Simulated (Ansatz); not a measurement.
System: CeO2.

Input file:

```
crystal:
  lattice:
    - [0.0, 2.732065599, 2.732065599]
    - [2.732065599, 0.0, 2.732065599]
    - [2.732065599, 2.732065599, 0.0]
  atoms:
    - { symbol: Ce, position: [0.0, 0.0, 0.0] }
    - { symbol: O, position: [0.25, 0.25, 0.25] }
    - { symbol: O, position: [0.75, 0.75, 0.75] }
basis:
  ecutwfc: 420
kpoints:
  mp_grid: { grid: [10, 10, 10] }
  band_path: { path: [VBM, CBM], npoints: 2 }
hamiltonian:
  xc: pbe
scf:
  occupations: { method: gaussian, width: 0.02 }
output:
  forces: true
  stress: true
  eigenvalues: true
  write_density: true
  write_potential: true
  elf: true
  volumetric_format: npy
```

Launched as:

```sh
ansatz run input.yaml --threads 2 --pin off --max-ram 5632MiB --backend cpu --events-out ev --progress --plain --runs-dir out
```

Below, planes, directions and counts refer to the conventional cell (a = 5.46 Å, b = 5.46 Å, c = 5.46 Å, α = 90.00°, β = 90.00°, γ = 90.00°).

Space group Fm-3m; a generated structure, not necessarily the stable one; built by placing these elements on a known structure type; computed without spin polarisation; no Hubbard U on the f states and no spin–orbit coupling.

The calculation used DFT PBE, scalar-relativistic, plane waves, PAW in Ansatz 0.2.0.

Question: What will maps of the valence pseudo-density and electron localisation function show?

Answer: Ce–O (2.37 Å): ρ is about 0.51 e/Å³ halfway, with its minimum of 0.46 e/Å³ about 1.3 Å from Ce; the ELF peaks at about 0.80 in the valence shell of O, 0.6 Å from its nucleus, and drops to about 0.20 between the two atoms: no localised pair shows between them.

Question: Does the calculation give a band gap?

Answer: It is gapped, with a Kohn–Sham gap of 1.9 eV on the k-point mesh, an upper bound to the gap of this method.

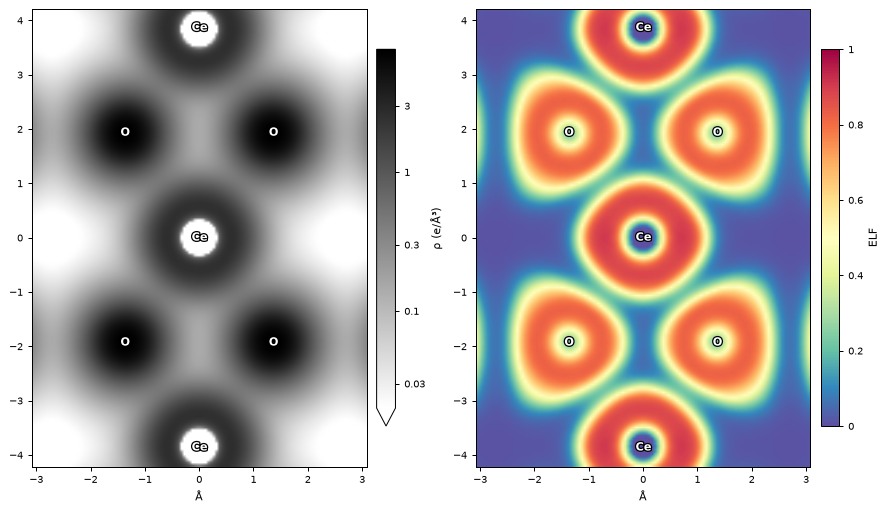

Computed valence pseudo-density and electron localisation function on the (101) plane of the conventional cell, in this order. 

In a PAW calculation such maps are meaningful between the atoms, not at the nuclei.
